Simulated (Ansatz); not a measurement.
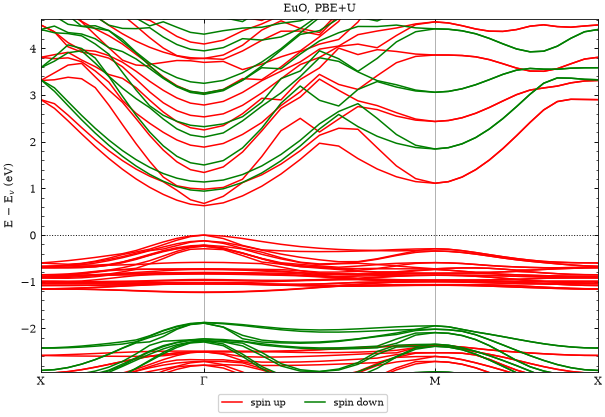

Band structure. Energies are counted from the top of the valence band.

The material is a (100) slab cut from EuO (Fm-3m), ended by EuO planes, 8 atoms in the cell; a = 3.66 Å, b = 3.66 Å, c = 22.76 Å, α = 90.00°, β = 90.00°, γ = 90.00°.

Method: DFT PBE+U, scalar-relativistic, plane waves, PAW, Ueff = 6 eV on Eu f, spin-polarised, 7×7×1 k mesh, Gaussian smearing of 0.05 eV (Ansatz).

Question: Is there a gap? Give its size, its kind and where the band edges lie.

Answer: A semiconductor. The gap along this path is 0.63 eV and direct: both edges lie at Γ. The top filled level has spin up and the bottom empty one spin up.

The run may have settled in a state above the lowest, so this need not be the ground state. Spin-orbit coupling is left out, which matters for Eu.
